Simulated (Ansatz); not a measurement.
Al$_{4}$As$_{4}$H: several calculations on one system

### Relaxation

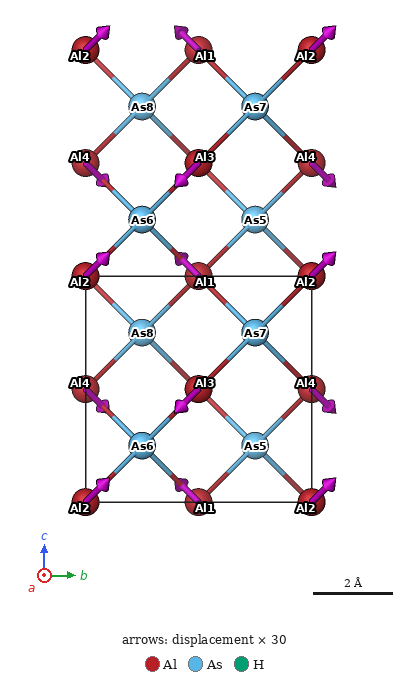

A relaxation of a defect cell of composition Al$_{4}$As$_{4}$H. The starting structure is drawn; purple arrows show the displacements, 30 times their true length.

Style: ball-and-stick. Shown: the cell of the calculation, reduced to other axes, repeated 1 × 1 × 2 with one cell outlined, along the a axis. Lengths and directions refer to the drawn axes.

Case: H interstitial, charge +0, atoms relaxed at the host's cell.

Level of theory: DFT PBE, scalar-relativistic, plane waves, PAW (Ansatz). (plane-wave cutoff 420 eV; k-point mesh 3 × 3 × 3; occupations gaussian; smearing width 0.01 eV; collinear spin; atoms relaxed in a fixed cell; force threshold 0.025 eV/Å; at most 45 steps)

Which element moves most?

Answer. Aluminium: up to 0.036 Å, against 0.000 Å for arsenic.

What did the optimiser do to the structure, and how much energy did it gain?

Answer. The largest moves, 0.036 Å, are those of Al atoms. As and H stay in place. The lattice vectors keep their values. Some distances before and after: Al–As 2.480 → 2.517 Å, Al–As 2.480 → 2.468 Å. The energy falls by 18.4 meV per cell of the calculation in 2 geometry steps. The largest force component goes from 0.18 to 0.01 eV/Å. Cost: 8.9 s on 4 threads of Arm Neoverse V2, on a shared host, peak memory 0.5 GiB.

Limits of the set-up: the periodic images lie only 5.7 Å apart, so the values are limited by the cell's size.

### Relaxation

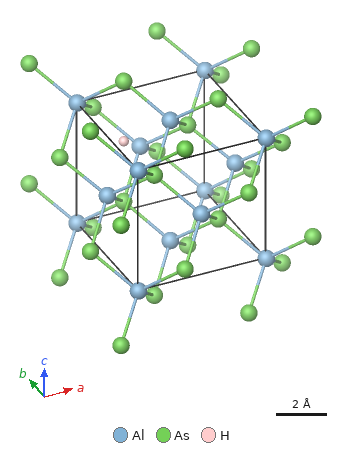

A defect cell of composition Al$_{4}$As$_{4}$H (cell charge −1), before the relaxation. Style: ball-and-stick. Shown: the cell of the calculation, from a free direction.

Case: H interstitial, charge -1, atoms relaxed at the host's cell.

Theory: DFT PBE, scalar-relativistic, plane waves, PAW (Ansatz).

Input file:
```yaml
crystal:
  lattice:
    - [0.0, 5.7279123196, 0.0]
    - [0.0, 0.0, -5.7279123196]
    - [-5.7279123196, 0.0, 0.0]
  atoms:
    - { symbol: Al, position: [0.4963454686, 0.9963454686, 0.5036545314] }
    - { symbol: Al, position: [0.0036545314, 0.9963454686, -0.0036545314] }
    - { symbol: Al, position: [0.4963454686, 0.5036545314, -0.0036545314] }
    - { symbol: Al, position: [0.0036545314, 0.5036545314, 0.5036545314] }
    - { symbol: As, position: [0.75, 0.75, 0.75] }
    - { symbol: As, position: [0.25, 0.75, 0.25] }
    - { symbol: As, position: [0.75, 0.25, 0.25] }
    - { symbol: As, position: [0.25, 0.25, 0.75] }
    - { symbol: H, position: [0.25, 0.75, 0.75] }
  host:
    lattice:
      - [0.0, 2.8639561598, 2.8639561598]
      - [2.8639561598, 0.0, 2.8639561598]
      - [2.8639561598, 2.8639561598, 0.0]
    atoms:
      - { symbol: Al, position: [0.0, 0.0, 0.0] }
      - { symbol: As, position: [0.75, 0.75, 0.75] }
total_charge: -1
basis:
  ecutwfc: 420
  xc_grid: 2
kpoints:
  mp_grid: { grid: [3, 3, 3], shift: [0.0, 0.0, 0.0] }
hamiltonian:
  xc: pbe
scf:
  occupations: { method: gaussian, width: 0.01 }
output:
  forces: true
  stress: false
  eigenvalues: true
  charged_corrections:
    defect_position: [0.25, 0.75, 0.75]
    epsilon: [[11.5641, 0.0, 0.0], [0.0, 11.5641, 0.0], [0.0, 0.0, 11.5641]]
  write_density: true
  write_potential: true
  elf: true
  volumetric_format: npy
relax:
  adjacent_minimum: "off"
  f_tol: 0.025
  max_steps: 45
```

Command:
```bash
ansatz run input.yaml --threads 4 --pin off --max-ram 8192MiB --backend cpu --events-out ev --progress --plain --runs-dir out
```

Where does the relaxation end?

Answer. The largest moves, 0.097 Å, are those of Al1, Al2, Al3 and Al4. Al4 goes along [1 1 1]. As and H stay in place. The lattice vectors keep their values. Near-neighbour distances that change, for instance: Al1–As7 2.517 → 2.614 Å, Al1–As5 2.468 → 2.439 Å. Bond angles that change, for instance: Al1–As5–Al3 107.9° → 103.5°, Al1–As5–Al2 110.3° → 112.5°, As5–Al2–As7 108.7° → 106.5°. The energy falls by 0.190 eV per cell of the calculation in 1 accepted move (2 points after the start). Largest force component: 0.55 eV/Å at the start, 0.019 eV/Å at the end. 1 step only repeated the SCF at the same geometry.

After the run, drawn alike:

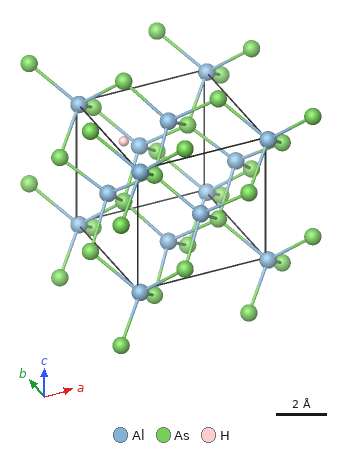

Limits of the set-up: the periodic images lie only 5.7 Å apart, so the values are limited by the cell's size; the cell is charged, on a uniform background, and energies carry no finite-size correction.

### Defect

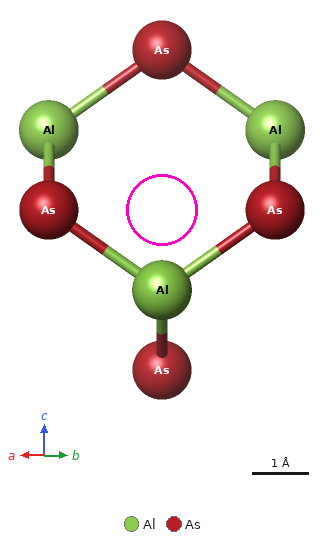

Perfect AlAs. The picture is a ball-and-stick view of the atoms within 4.5 Å of one point, in a slice 5.0 Å thick across the line of sight, seen along [110].

The calculation used DFT PBE, scalar-relativistic, plane waves, PAW (Ansatz). Set-up: plane-wave cutoff 420 eV; k-point mesh 3 × 3 × 3; occupations gaussian; smearing width 0.01 eV; no spin polarisation. The cell is small and the k-mesh coarse, so the numbers are rough. A uniform background neutralises the charged cell. The axes drawn are those of the host's conventional cell.

An extra hydrogen atom is put between the host's atoms (an interstitial) at the ringed place, in charge state −1. The supercell has 8 sites, and the atoms are relaxed at the host's cell.

Question: Predict the relaxed surroundings of the defect.

Answer: The H atom starts with 4 Al at 2.48 Å, 6 As at 2.86 Å around its place and ends with 4 Al at 2.35 Å. Of the host's atoms, an aluminium atom moves furthest from its site, by 0.13 Å.

The relaxed defect, seen from the same direction:

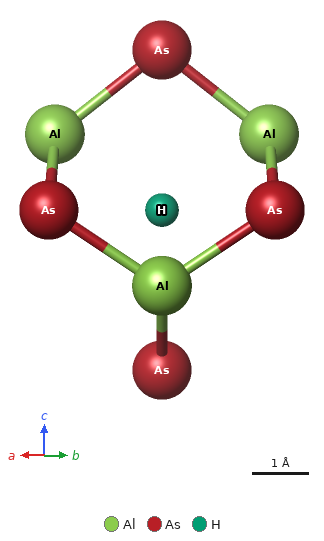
